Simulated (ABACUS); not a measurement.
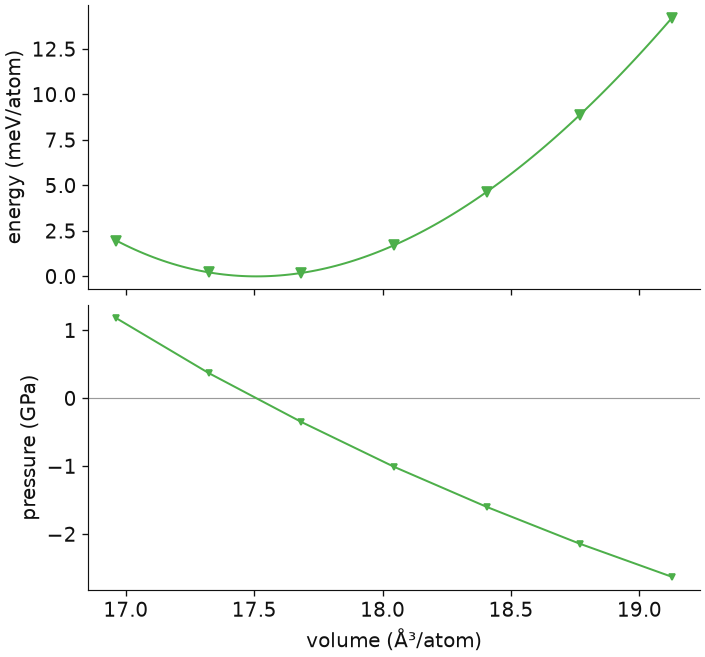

The picture above shows the energy and pressure against volume for Li₂Se, space group Fm-3m (No. 225).

Structure:
```cif
data_structure
_symmetry_space_group_name_H-M 'P 1'
_symmetry_Int_Tables_number 1
_cell_length_a 4.2462
_cell_length_b 4.2462
_cell_length_c 4.2462
_cell_angle_alpha 60.000
_cell_angle_beta 60.000
_cell_angle_gamma 60.000
_cell_volume 54.14
loop_
_atom_site_label
_atom_site_type_symbol
_atom_site_fract_x
_atom_site_fract_y
_atom_site_fract_z
_atom_site_occupancy
Se1 Se 0.00000 0.00000 0.00000 1
Li1 Li 0.75000 0.75000 0.75000 1
Li2 Li 0.25000 0.25000 0.25000 1
```

Calculation (ABACUS 3.10.1): DFT in plane waves or numerical atomic orbitals with pseudopotentials, no spin polarisation; energies at scaled volumes of the given cell, shape and fractions fixed, counted from the fit's minimum, third-order Birch-Murnaghan fit. Level: PBEsol.

- k mesh: 8×8×8
- occupations: Fermi–Dirac
- smearing width: 0.05 eV
- potentials: PseudoDojo NC SR 0.4.1 PBEsol standard
- wave cutoff: 1184 eV
- density cutoff: 4735 eV
- program settings: basis pw

Question: How stiff is the solid, and where is its volume at rest?

Answer: A third-order Birch–Murnaghan fit gives V0 = 17.51 Å³/atom, B0 = 35.2 GPa and B′ = 3.9.

Question: How does the pressure vary with volume?

Answer: It falls from 1.18 GPa at volume 16.96 Å³/atom to −2.63 GPa at 19.13 Å³/atom, and changes sign near 17.51 Å³/atom.

The computed values:

| volume (Å³/atom) | energy (meV/atom) | pressure (GPa) |
| --- | --- | --- |
| 16.96 | 1.97 | 1.18 |
| 17.32 | 0.22 | 0.37 |
| 17.68 | 0.19 | −0.35 |
| 18.05 | 1.72 | −1.01 |
| 18.41 | 4.65 | −1.60 |
| 18.77 | 8.86 | −2.14 |
| 19.13 | 14.23 | −2.63 |
